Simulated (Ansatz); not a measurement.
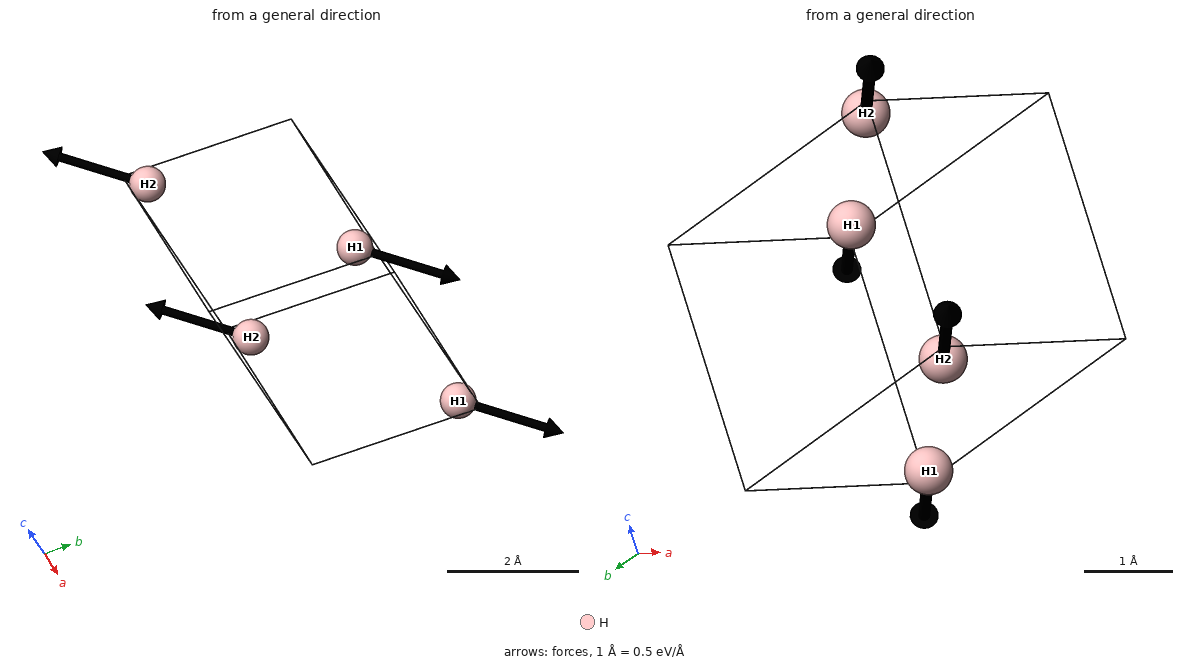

View from two general directions, drawn as a spheres-only model. The simulation cell is outlined; an atom on or near a face, edge or corner is repeated at each equivalent position. The arrows are the computed forces on the atoms.

System: H. All computed values are from DFT PBEsol, scalar-relativistic, plane waves, PAW in Ansatz. Settings: a basis cut at 420 eV, Brillouin-zone sampling on a 10×10×10 mesh, Gaussian smearing of 0.02 eV, no spin polarisation.

Question: Judging by the arrows, is the geometry relaxed?

Answer: No. The atoms still feel forces of up to about 0.72 eV/Å, far above a usual threshold of 0.01 to 0.03 eV/Å.

Question: Which atom has the biggest force on it?

Answer: H1 and H2, about 0.72 eV/Å.

The model was built from a structure listed in the Materials Project. The cell was then strained or its atoms displaced on purpose. It was the input of a calculation with Ansatz.
